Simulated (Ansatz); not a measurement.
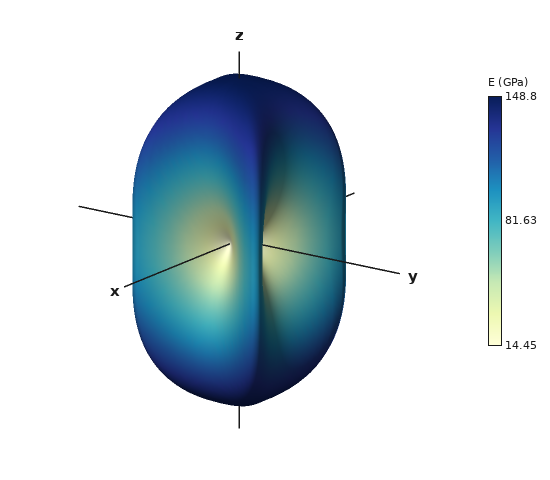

The picture above shows the Young's modulus as a surface whose radius and colour give its value in each direction for CaO, space group I4/mcm (No. 140) (cell built by us, not taken from a database).

Starting cell:
```yaml
crystal:
  lattice:
    - [-3.96924, 3.96924, 2.38561]
    - [3.96924, -3.96924, 2.38561]
    - [3.96924, 3.96924, -2.38561]
  atoms:
    - { symbol: Ca, position: [0.85227, 0.35227, 0.20454] }
    - { symbol: Ca, position: [0.14773, 0.64773, 0.79546] }
    - { symbol: Ca, position: [0.35227, 0.14773, 0.50000] }
    - { symbol: Ca, position: [0.64773, 0.85227, 0.50000] }
    - { symbol: O, position: [0.85338, 0.64662, 0.50000] }
    - { symbol: O, position: [0.14662, 0.35338, 0.50000] }
    - { symbol: O, position: [0.35338, 0.85338, 0.20676] }
    - { symbol: O, position: [0.64662, 0.14662, 0.79324] }
```

Calculation (Ansatz 0.2.0): elastic stress-strain coefficients at zero temperature from small strains of the given cell, Voigt order xx yy zz yz xz xy, Cartesian axes of the cell vectors; plane waves with PAW datasets, Γ-centred k mesh. Level: PBE, no spin polarisation.

```
         setting    value
     wave cutoff   420 eV
          k mesh    8×8×8
     occupations    fixed
            ions  relaxed
strain amplitude    0.002
```

How anisotropic is Young's modulus?

Over all directions E runs from 14.4 to 148.8 GPa, a ratio of 10, a strong anisotropy.

What is E along the Cartesian axes and along their diagonal?

E is 14.4 GPa along x, 14.4 GPa along y and 148.8 GPa along z, and 114.0 GPa along the body diagonal x + y + z.
